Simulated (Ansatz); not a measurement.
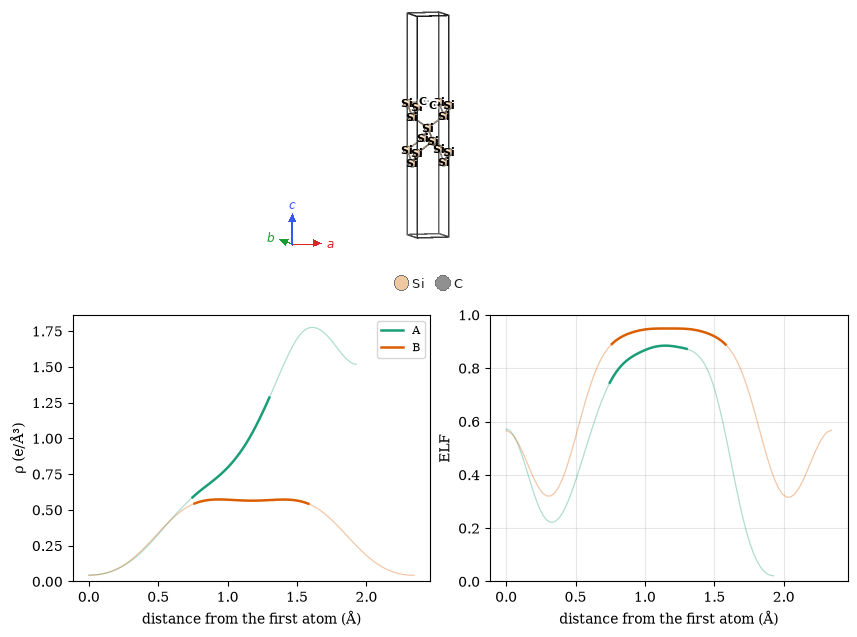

Si6C (slab). Valence pseudo-density and ELF along straight lines between neighbouring atoms. Thin, pale parts lie inside the atomic spheres. The structure is drawn too.

The SCF solution may not be the lowest one; the program warned that a starting moment wasn't kept; spin-polarised, but the moments vanished.

All numbers below come from Ansatz 0.2.0, DFT PBEsol, scalar-relativistic, plane waves, PAW.

Core electrons are frozen (PAW), and the valence fields are smoothed inside the atomic spheres.

### Which curve belongs to which contact (Si–C and Si–Si)? The first atom named is at distance zero.

Curve A: Si–C (1.93 Å): the density is about 0.76 e/Å³ at the midpoint; the ELF peaks at about 0.90 between the atoms. Curve B: Si–Si (2.34 Å): ρ is about 0.56 e/Å³ halfway; the ELF peaks at about 0.95 between the atoms.
